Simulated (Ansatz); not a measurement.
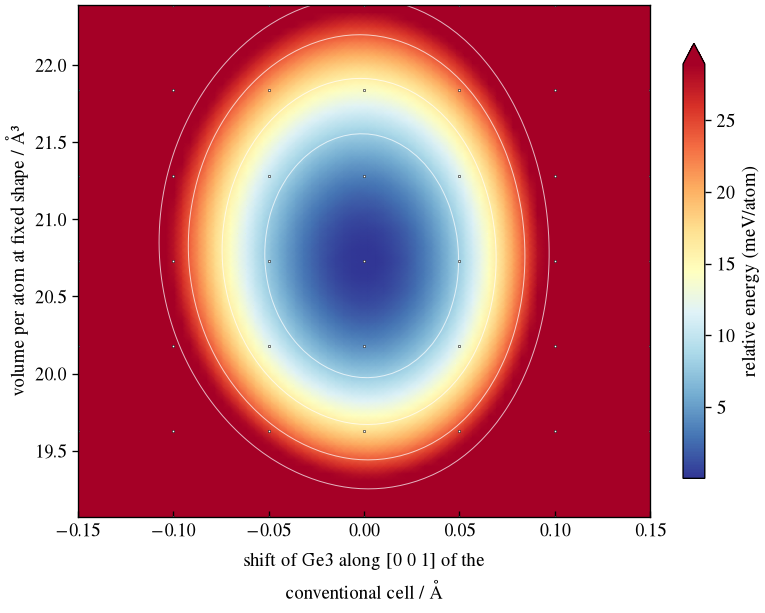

SiGe (P6_3mc, No. 186; 4 atoms in the cell). The energy is mapped over a free internal coordinate and the cell. The first coordinate is: shift of Ge3 along [0 0 1] of the conventional cell, Cartesian (0 0 1), its symmetry partners moved as symmetry demands (measured in the relaxed cell); the second: volume per atom at fixed shape. Nothing is relaxed (all other coordinates fixed). The scan uses a 7 × 7 grid. Points are written as (first, second). All energies are given in meV/atom relative to the lowest grid point. The band gap closes in part of the range. Level of theory: Ansatz, DFT LDA, scalar-relativistic, plane waves, PAW. Settings: cutoff 420 eV, k-mesh 12×12×6 in the order of the run's cell vectors, gaussian smearing 0.03 eV, no spin polarisation.

Drawn: a smooth colour map with a few white contour lines, dots at the grid points, one colour for all values above the top of the scale. Between grid points the surface is interpolated.

Q: Estimate the position of the minimum and the force constants in these coordinates.

A: The interpolated minimum is at the first coordinate ≈ 0.000 Å, volume per atom at fixed shape ≈ 20.73 Å³. The curvatures there are about 25 eV/Å² and 0.1 eV/(Å³)², with a cross term of about 0.04 eV/(Å·Å³) (per cell of 4 atoms). Round the minimum the two coordinates are nearly uncoupled.

PAW datasets: the set soft_1.
